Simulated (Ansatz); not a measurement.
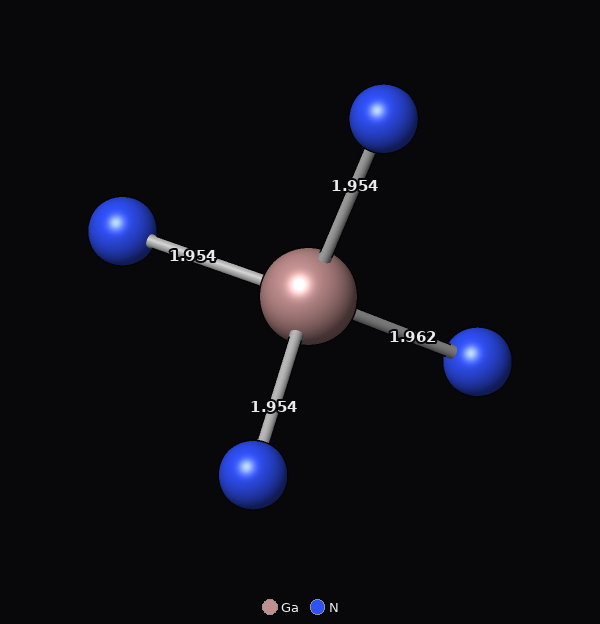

The surroundings of site Ga1 (at 0.667, 0.333, 0.499) in GaN in space group P6_3mc, with bond lengths in Å.

Origin of the cell: the geometry relaxed with DFT PBE+D3(BJ), scalar-relativistic, plane waves, PAW (Ansatz).

```yaml
crystal:
  lattice:
    - [3.19655, 0.00000, 0.00000]
    - [-1.59827, 2.76829, 0.00000]
    - [0.00000, 0.00000, 5.20868]
  atoms:
    - { symbol: Ga, position: [0.66667, 0.33333, 0.49919] }
    - { symbol: Ga, position: [0.33333, 0.66667, 0.99919] }
    - { symbol: N, position: [0.66667, 0.33333, 0.87581] }
    - { symbol: N, position: [0.33333, 0.66667, 0.37581] }
```

Bond valence s = exp((R0 − d)/b), R0 fitted to published crystal structures with b = 0.37 Å; R0 in Å: Ga3+–N 1.897.

Calculate the bond-valence sum of Ga1 from the bonds drawn.

Answer. 3 × 0.857 + 1 × 0.839 = 3.41 v.u., against a formal valence of 3: overbonded (bonds short for this ion) by 0.41.

And over the whole structure?

Answer.
| site | x, y, z | formal valence | bond-valence sum | difference |
| --- | --- | --- | --- | --- |
| Ga1 | 0.667, 0.333, 0.499 | +3 | 3.50 | 0.50 |
| N1 | 0.667, 0.333, 0.876 | −3 | 3.50 | 0.50 |

These sums include all anions within 5 Å. The global instability index (root mean square of the differences over all atoms) is 0.50 v.u.: above 0.2, which by the usual rule of thumb marks a strained structure. Cells relaxed with PBE tend to have slightly long bonds, which lowers the sums.
